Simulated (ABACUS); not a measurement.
# Ni: band-structure run (part 1 of 2)

- system: Ni (Fm-3m, 1 atom in the cell)
- method: Kohn-Sham DFT of a periodic cell, PBE, PseudoDojo NC SR 0.5 PBE stringent, spin-polarised (ABACUS 3.10.1)

The structure derives from a Materials Project entry.

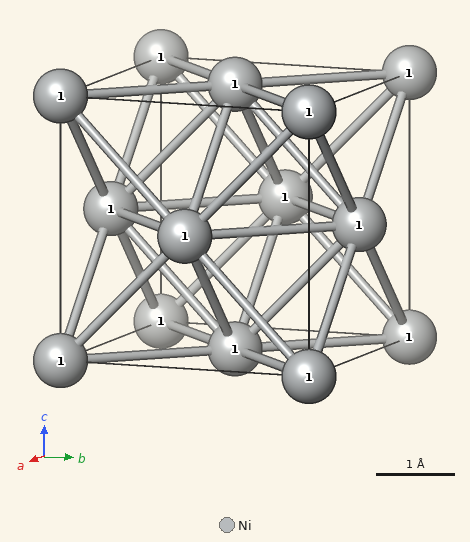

Figure 1. The structure as given in the input (ball-and-stick view of the cell 4 times as large as that of the calculation, set on its symmetry axes, seen slightly off an axis; atoms are numbered from 1 in the order of the input).

Input
```
INPUT_PARAMETERS
suffix              Ni
calculation         scf
basis_type          lcao
pseudo_dir          ./
orbital_dir         ./
latname             fcc
symmetry            1
dft_functional      pbe
ecutwfc             105
pseudo_rcut         10
nspin               2
nbands              20
ks_solver           genelpa
smearing_method     fd
smearing_sigma      0.00367493
scf_thr             1e-07
scf_nmax            100
mixing_type         broyden
mixing_beta         0.4
cal_force           1
cal_stress          1
out_mul             1
out_chg             1
out_pot             2
out_elf             1
```

File STRU
```
ATOMIC_SPECIES
Ni 58.6934 Ni.upf

NUMERICAL_ORBITAL
Ni_confined-atom_7au_4s3p3d1f.orb

LATTICE_CONSTANT
6.5670739299

ATOMIC_POSITIONS
Direct

Ni
0.0
1
0.0000000000 0.0000000000 0.0000000000 1 1 1 mag 1
```

File KPT
```
K_POINTS
0
Gamma
12 12 12 0 0 0
```

Command:
```bash
OMP_NUM_THREADS=1 mpirun -np 4 abacus > log
```

The program's output
```
ABACUS v3.10.1

               Atomic-orbital Based Ab-initio Computation at UStc

 ------------------------------------------------------------------------------------

 READING GENERAL INFORMATION
                           global_out_dir = OUT.Ni/
                           global_in_card = INPUT
                               pseudo_dir = ./
                              orbital_dir = ./
                                    DSIZE = 4
                                    GSIZE = 1

 READING UNITCELL INFORMATION
                                    ntype = 1
                  lattice constant (Bohr) = 6.56707
              lattice constant (Angstrom) = 3.47514

 READING ATOM TYPE 1
                               atom label = Ni
                      L=0, number of zeta = 4
                      L=1, number of zeta = 3
                      L=2, number of zeta = 3
                      L=3, number of zeta = 1
             number of atom for this type = 1
               magnetization of element 1 = 1

                        TOTAL ATOM NUMBER = 1
DIRECT COORDINATES
    atom                   x                   y                   z     mag                  vx                  vy                  vz
taud_Ni1            0.0000000000        0.0000000000        0.0000000000  1.0000        0.0000000000        0.0000000000        0.0000000000

                          Volume (Bohr^3) = 70.8037
                             Volume (A^3) = 10.492

 Lattice vectors: (Cartesian coordinate: in unit of a_0)
                 -0.5                  +0                +0.5
                   +0                +0.5                +0.5
                 -0.5                +0.5                  +0
 Reciprocal vectors: (Cartesian coordinate: in unit of 2 pi/a_0)
                   -1                  -1                  +1
                   +1                  +1                  +1
                   -1                  +1                  -1
 The esolver type has been set to : ksdft_lcao

                PAO radial cut off (Bohr) = 10

 Read in pseudopotential file is Ni.upf
                     pseudopotential type = NC
          exchange-correlation functional = PBE
                 nonlocal core correction = 1
                        valence electrons = 18
                                     lmax = 2
                           number of zeta = 4
                     number of projectors = 6
                           L of projector = 0
                           L of projector = 0
                           L of projector = 1
                           L of projector = 1
                           L of projector = 2
                           L of projector = 2
     initial pseudo atomic orbital number = 10
 The readin total magnetization is 1

 SETUP THE ELECTRONS NUMBER
            electron number of element Ni = 18
      total electron number of element Ni = 18
            AUTOSET number of electrons:  = 18
                           occupied bands = 9
                                   NLOCAL = 35
                                   NBANDS = 20
                                   NBANDS = 20
                                   NLOCAL = 35

%%%%%%%%%%%%%%%%%%%%%%%%%%%%%%%%%%%%%%%%%%%%%%%%%%%%%%%%%%%%%%%%%%%%%%%%%%%%%%%%%%%%%%%%%%%%%%%%%%%%%%%%%%
 Warning: the number of valence electrons in pseudopotential > 10 for Ni: [Ar] 3d8 4s2
 Pseudopotentials with additional electrons can yield (more) accurate outcomes, but may be less efficient.
 If you're confident that your chosen pseudopotential is appropriate, you can safely ignore this warning.
%%%%%%%%%%%%%%%%%%%%%%%%%%%%%%%%%%%%%%%%%%%%%%%%%%%%%%%%%%%%%%%%%%%%%%%%%%%%%%%%%%%%%%%%%%%%%%%%%%%%%%%%%%

 SETUP THE PLANE WAVE BASIS
 energy cutoff for charge/potential (unit:Ry) = 420
            fft grid for charge/potential = [ 32, 32, 32 ]
                        fft grid division = [ 4, 4, 4 ]
        big fft grid for charge/potential = [ 8, 8, 8 ]
                                     nbxx = 128
                                     nrxx = 8192

 SETUP PLANE WAVES FOR CHARGE/POTENTIAL
                    number of plane waves = 10177
                         number of sticks = 625

 PARALLEL PW FOR CHARGE/POTENTIAL
     PROC   COLUMNS(POT)             PW
        1            156           2544
        2            156           2544
        3            156           2544
        4            157           2545
 --------------- sum -------------------
        4            625          10177
                            number of |g| = 153
                                  max |g| = 456
                                  min |g| = 3

----------- Double Check Mixing Parameters Begin ------------
mixing_type: broyden
mixing_beta: 0.4
mixing_gg0: 1
mixing_gg0_min: 0.1
mixing_beta_mag: 1.6
mixing_gg0_mag: 0
mixing_ndim: 8
----------- Double Check Mixing Parameters End ------------

 LATTICE VECTORS: (CARTESIAN COORDINATE: IN UNIT OF A0)
                 -0.5                  +0                +0.5
                   +0                +0.5                +0.5
                 -0.5                +0.5                  +0
                       right hand lattice = 1
                                   NORM_A = 0.707107
                                   NORM_B = 0.707107
                                   NORM_C = 0.707107
                           ALPHA (DEGREE) = 60
                           BETA  (DEGREE) = 60
                           GAMMA (DEGREE) = 60

 The lattice vectors have been changed (STRU_SIMPLE.cif)

(for optimal symmetric configuration:)
                             BRAVAIS TYPE = 3
                     BRAVAIS LATTICE NAME = 03. Cubic F (face-centered)
                                    ibrav = 3
                                    IBRAV = 3
                                  BRAVAIS = FACE CENTERED CUBIC
                       LATTICE CONSTANT A = 1
Original cell was already a primitive cell.
                        ROTATION MATRICES = 48
              PURE POINT GROUP OPERATIONS = 48
                   SPACE GROUP OPERATIONS = 48
                              POINT GROUP = O_h
               POINT GROUP IN SPACE GROUP = O_h

 SETUP K-POINTS
                                    nspin = 2
                   Input type of k points = Monkhorst-Pack(Gamma)
                                   nkstot = 1728
                       right hand lattice = 1
(for reciprocal lattice: )
                             BRAVAIS TYPE = 2
                     BRAVAIS LATTICE NAME = 02. Cubic I (body-centered)
                                    ibrav = 2
                       right hand lattice = 1
(for k-lattice: )
                             BRAVAIS TYPE = 2
                     BRAVAIS LATTICE NAME = 02. Cubic I (body-centered)
                                    ibrav = 2
                       right hand lattice = 1
                        ROTATION MATRICES = 48
                               nkstot_ibz = 72
K-POINTS REDUCTION ACCORDING TO SYMMETRY
     IBZ    DIRECT_X    DIRECT_Y    DIRECT_Z  WEIGHT  ibz2bz
       1  0.00000000  0.00000000  0.00000000  0.0006       0
       2  0.08333333  0.08333333  0.08333333  0.0046       1
       3  0.16666667  0.16666667  0.16666667  0.0046       2
       4  0.25000000  0.25000000  0.25000000  0.0046       3
       5  0.33333333  0.33333333  0.33333333  0.0046       4
       6  0.41666667  0.41666667  0.41666667  0.0046       5
       7  0.50000000  0.50000000  0.50000000  0.0023       6
       8  0.08333333  0.08333333  0.00000000  0.0035      13
       9  0.16666667  0.16666667  0.08333333  0.0139      14
      10  0.25000000  0.25000000  0.16666667  0.0139      15
      11  0.33333333  0.33333333  0.25000000  0.0139      16
      12  0.41666667  0.41666667  0.33333333  0.0139      17
      13  0.50000000  0.50000000  0.41666667  0.0139      18
      14  0.50000000  0.41666667  0.41666667  0.0139      19
      15  0.41666667  0.33333333  0.33333333  0.0139      20
      16  0.33333333  0.25000000  0.25000000  0.0139      21
      17  0.25000000  0.16666667  0.16666667  0.0139      22
      18  0.16666667  0.08333333  0.08333333  0.0069      23
      19  0.16666667  0.16666667  0.00000000  0.0035      26
      20  0.25000000  0.25000000  0.08333333  0.0139      27
      21  0.33333333  0.33333333  0.16666667  0.0139      28
      22  0.41666667  0.41666667  0.25000000  0.0139      29
      23  0.50000000  0.50000000  0.33333333  0.0139      30
      24 -0.41666667  0.41666667  0.41666667  0.0139      31
      25  0.50000000  0.33333333  0.33333333  0.0139      32
      26  0.41666667  0.25000000  0.25000000  0.0139      33
      27  0.33333333  0.16666667  0.16666667  0.0069      34
      28  0.25000000  0.25000000  0.00000000  0.0035      39
      29  0.33333333  0.33333333  0.08333333  0.0139      40
      30  0.41666667  0.41666667  0.16666667  0.0139      41
[... 42 further k points ...]

                               nkstot now = 72
[... K-POINTS DIRECT COORDINATES: 72 rows ...]

           k-point number in this process = 72
       minimum distributed K point number = 72
[... stars of the k points ...]
                             nks(nspin=2) = 144
                          nkstot(nspin=2) = 144

[... K-POINTS CARTESIAN COORDINATES: 144 rows ...]

[... K-POINTS DIRECT COORDINATES: 144 rows ...]

 SETUP PLANE WAVES FOR WAVE FUNCTIONS
     energy cutoff for wavefunc (unit:Ry) = 105
              fft grid for wave functions = [ 32, 32, 32 ]
                    number of plane waves = 1917
                         number of sticks = 199

 PARALLEL PW FOR WAVE FUNCTIONS
     PROC   COLUMNS(POT)             PW
        1             50            481
        2             49            477
        3             50            479
        4             50            480
 --------------- sum -------------------
        4            199           1917

 SET NONLOCAL PSEUDOPOTENTIAL PROJECTORS
 max number of nonlocal projetors among all species is 6

 -------------------------------------------
 SELF-CONSISTENT
 -------------------------------------------

 SETUP SEARCHING RADIUS FOR PROGRAM TO SEARCH ADJACENT ATOMS
                  longest orb rcut (Bohr) = 7
   longest nonlocal projector rcut (Bohr) = 1.58
                     search radius (Bohr) = 17.2
              searching radius is (Bohr)) = 17.2
         searching radius unit is (Bohr)) = 6.57
                         PeriodicBoundary = 1
                        Radius(unit:lat0) = 2.61
                                   glayer = [ 6, 6, 6 ]
                             glayer_minus = [ 5, 5, 5 ]

Find the coordinate range of the input atom(unit:lat0).
                                  min_tau = [ -5, -5, -5 ]
                                  max_tau = [ 5, 5, 5 ]
                                BoxNumber = [ 11, 11, 11 ]

 SETUP EXTENDED REAL SPACE GRID FOR GRID INTEGRATION
                          real space grid = [ 32, 32, 32 ]
                 big cell numbers in grid = [ 8, 8, 8 ]
             meshcell numbers in big cell = [ 4, 4, 4 ]
                        extended fft grid = [ 15, 15, 15 ]
                dimension of extened grid = [ 39, 39, 39 ]
                            UnitCellTotal = 125
              Atom number in sub-FFT-grid = 1
    Local orbitals number in sub-FFT-grid = 35
                                ParaV.nnr = 80676
                                 init_chg = atomic

 LCAO ALGORITHM --------------- ION=   1  ELEC=   1--------------------------------
          total magnetism (Bohr mag/cell) = 0.709875
       absolute magnetism (Bohr mag/cell) = 0.753597
                        nelec for spin up = 9.35494
                      nelec for spin down = 8.64506

 Density error is 0.0203394042531
----------------------------------------------------------
     Energy           Rydberg                 eV
----------------------------------------------------------
 E_KohnSham     -338.3942424565      -4604.0898678025
 E_Harris       -337.9274458604      -4597.7387742882
 E_Fermi        1.4150529032         19.2527824553
----------------------------------------------------------

 LCAO ALGORITHM --------------- ION=   1  ELEC=   2--------------------------------
          total magnetism (Bohr mag/cell) = 0.652883
       absolute magnetism (Bohr mag/cell) = 0.765258
                        nelec for spin up = 9.32644
                      nelec for spin down = 8.67356

 Density error is 0.0102784273423
----------------------------------------------------------
     Energy           Rydberg                 eV
----------------------------------------------------------
 E_KohnSham     -338.3954691545      -4604.1065578844
 E_Harris       -338.5162557647      -4605.7499440255
 E_Fermi        1.4207305684         19.3300310525
----------------------------------------------------------

 LCAO ALGORITHM --------------- ION=   1  ELEC=   3--------------------------------
          total magnetism (Bohr mag/cell) = 0.677762
       absolute magnetism (Bohr mag/cell) = 0.775979
                        nelec for spin up = 9.33888
                      nelec for spin down = 8.66112

 Density error is 0.00498966325263
----------------------------------------------------------
     Energy           Rydberg                 eV
----------------------------------------------------------
 E_KohnSham     -338.3954211102      -4604.1059042081
 E_Harris       -338.4175081371      -4604.4064136266
 E_Fermi        1.4204075728         19.3256364727
----------------------------------------------------------

 LCAO ALGORITHM --------------- ION=   1  ELEC=   4--------------------------------
          total magnetism (Bohr mag/cell) = 0.692217
       absolute magnetism (Bohr mag/cell) = 0.789657
                        nelec for spin up = 9.34611
                      nelec for spin down = 8.65389

 Density error is 0.00159512387308
----------------------------------------------------------
     Energy           Rydberg                 eV
----------------------------------------------------------
 E_KohnSham     -338.3954590949      -4604.1064210166
 E_Harris       -338.3576370803      -4603.5918261086
 E_Fermi        1.4212196494         19.3366853408
----------------------------------------------------------

 LCAO ALGORITHM --------------- ION=   1  ELEC=   5--------------------------------
          total magnetism (Bohr mag/cell) = 0.686705
       absolute magnetism (Bohr mag/cell) = 0.78699
                        nelec for spin up = 9.34335
                      nelec for spin down = 8.65665

 Density error is 0.000297001031652
```
